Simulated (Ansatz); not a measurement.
Ge

Input

```
crystal:
  lattice:
    - [0.0, 0.0, -2.8186432096]
    - [-2.5738610839, -2.5731635146, -1.4093216048]
    - [-10.2954443357, 10.2926540583, 0.0]
  atoms:
    - { symbol: Ge, position: [0.2502114235, 0.75, 0.0625] }
    - { symbol: Ge, position: [0.7502114235, 0.75, 0.8125] }
    - { symbol: Ge, position: [0.2502114235, 0.75, 0.5625] }
    - { symbol: Ge, position: [0.7502114235, 0.75, 0.3125] }
    - { symbol: Ge, position: [0.7497885765, 0.25, 0.4375] }
    - { symbol: Ge, position: [0.2497885765, 0.25, 0.1875] }
    - { symbol: Ge, position: [0.7497885765, 0.25, 0.9375] }
    - { symbol: Ge, position: [0.2497885765, 0.25, 0.6875] }
basis:
  ecutwfc: 500
kpoints:
  mp_grid: { grid: [22, 16, 4] }
hamiltonian:
  xc: r2scan
scf:
  occupations: { method: gaussian, width: 0.15 }
output:
  forces: true
  stress: true
  eigenvalues: true
  write_density: true
  write_potential: true
  elf: true
  volumetric_format: npy
```

Run with:

```sh
ansatz run input.yaml --threads 2 --pin off --max-ram 5120MiB --backend cpu --events-out ev --progress --plain --runs-dir out
```

Space group I4₁/amd; a structure from a database of computed crystals, not necessarily the ambient phase.

Level of theory: DFT r2SCAN, scalar-relativistic, plane waves, PAW in Ansatz.

The density is the valence pseudo-density of a PAW calculation; it isn't the true density close to the nuclei.

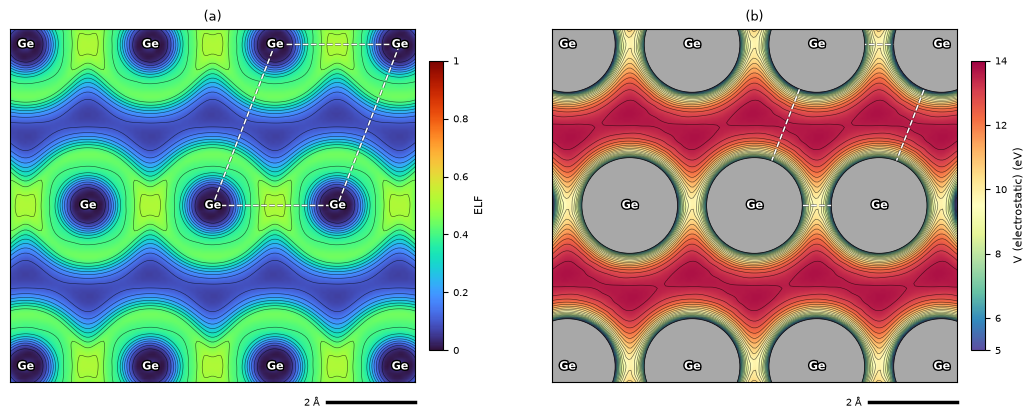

Figure 1. (a) ELF; (b) electrostatic potential energy of an electron on the (001) plane of the calculation cell. Grey discs cover the atomic cores in the potential map.

What does the map show?

The plane passes through Ge nuclei.
Ge–Ge (2.82 Å): the ELF reaches about 0.50 near the midpoint.
Outside the cores the potential energy rises away from the atoms and is highest about 1.9 Å from the nearest atoms; its zero is arbitrary.

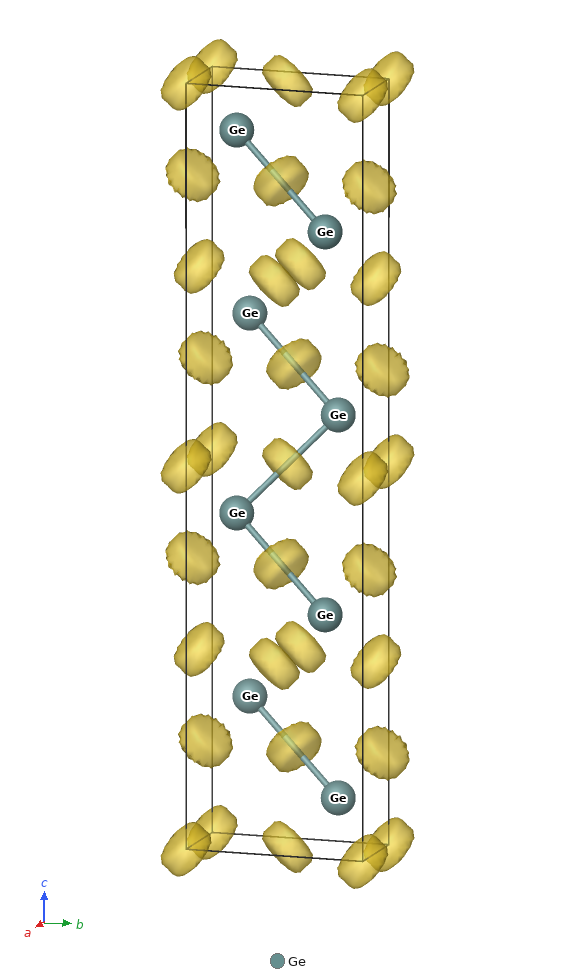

Figure 2. Isosurface of the ELF at 0.55 (yellow), seen slightly off an axis. Core shells and regions of very low density are left out. Sticks mark near contacts.

Where are the electrons localised?

The ELF exceeds this value in 16 regions between bonded Ge–Ge atoms, counted in one cell of 8 atoms. Any copies at cell faces, edges or corners count once. Along the contacts the grid gives the following. Ge–Ge (2.67 Å): the ELF peaks at about 0.65 between the atoms.

Does the calculation give a band gap?

It is metallic or semimetallic at this level of theory: no gap opens.
